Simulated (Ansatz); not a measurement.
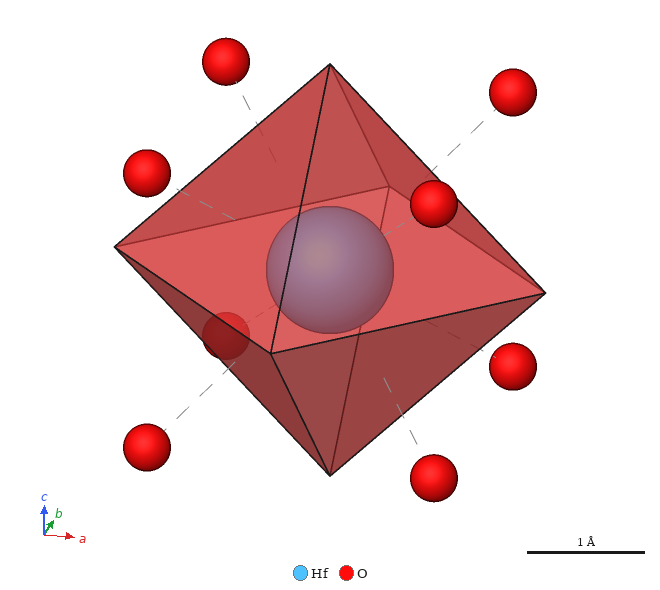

Voronoi–Dirichlet polyhedron, computed geometrically; every face belongs to one neighbour and no atomic radii are used. Central atom: Hf (4a) in HfO₂; faces take the colour of the neighbour behind them. Source: coordinates from a relaxation with DFT, PBE, plane waves, PAW (Ansatz).

HfO2, space group Fm-3m (No. 225), a = 5.098 Å, b = 5.098 Å, c = 5.098 Å, α = 90.00°, β = 90.00°, γ = 90.00°

| site | Wyckoff | x | y | z |
| --- | --- | --- | --- | --- |
| Hf | 4a | 0.0000 | 0.0000 | 0.0000 |
| O | 8c | 0.2500 | 0.7500 | 0.7500 |

> Which neighbours share a face with the central atom?

8 O (100 % of the solid angle).

> How many faces does the cell have, and of which kinds?

8 faces, index ⟨8,0,0,0⟩: an octahedron.

> What is the volume of this Voronoi cell?

9.3 Å³, against a mean of 11.0 Å³ per atom in this structure.
